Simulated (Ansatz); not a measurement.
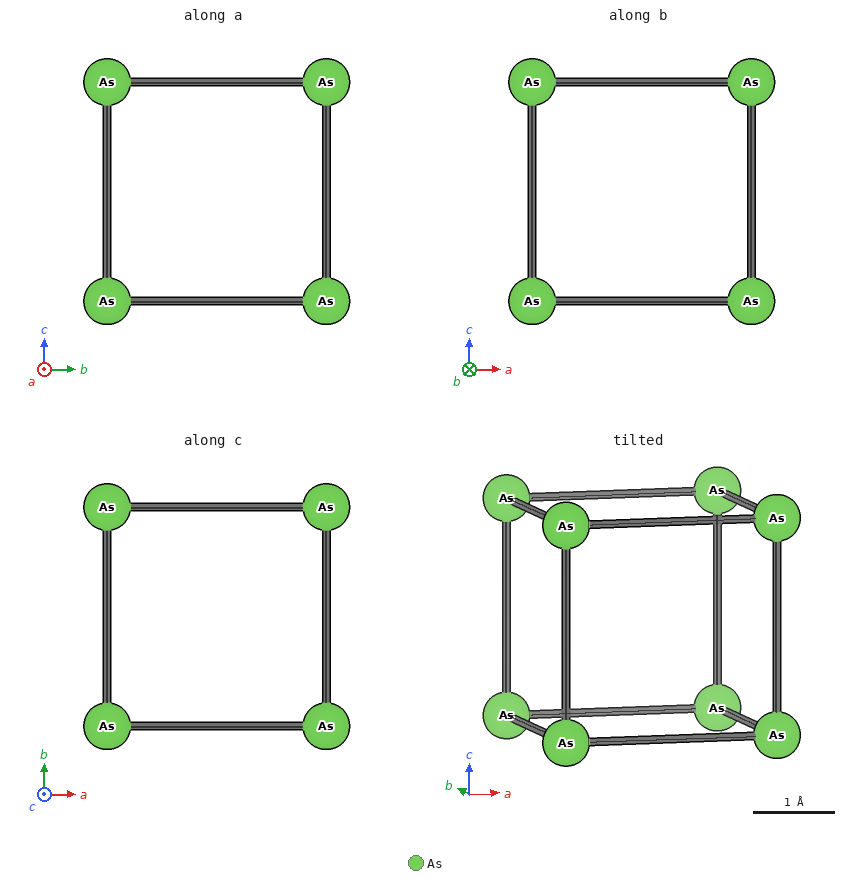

The image is a ball-and-stick drawing of a crystal, viewed along the a axis, along the b axis, along the c axis and slightly off an axis. The parallelepiped is the conventional unit cell.

Lattice parameters: a = 2.7165 Å, b = 2.7165 Å, c = 2.7165 Å, α = 90.000°, β = 90.000°, γ = 90.000°.

Q: Give the structure in the form of a CIF with its space group and independent sites.

A:
```cif
data_structure
_symmetry_space_group_name_H-M 'P m -3 m'
_symmetry_Int_Tables_number 221
_cell_length_a 2.7165
_cell_length_b 2.7165
_cell_length_c 2.7165
_cell_angle_alpha 90.000
_cell_angle_beta 90.000
_cell_angle_gamma 90.000
_cell_volume 20.05
loop_
_atom_site_label
_atom_site_type_symbol
_atom_site_symmetry_multiplicity
_atom_site_Wyckoff_symbol
_atom_site_fract_x
_atom_site_fract_y
_atom_site_fract_z
_atom_site_occupancy
As1 As 1 a 0.0000 0.0000 0.0000 1
```

It goes back to a structure type filled with this element by a generator (whether the element takes this form wasn't checked). Earlier steps of the study may have refined or changed the cell and positions. It was the input of a calculation with Ansatz.
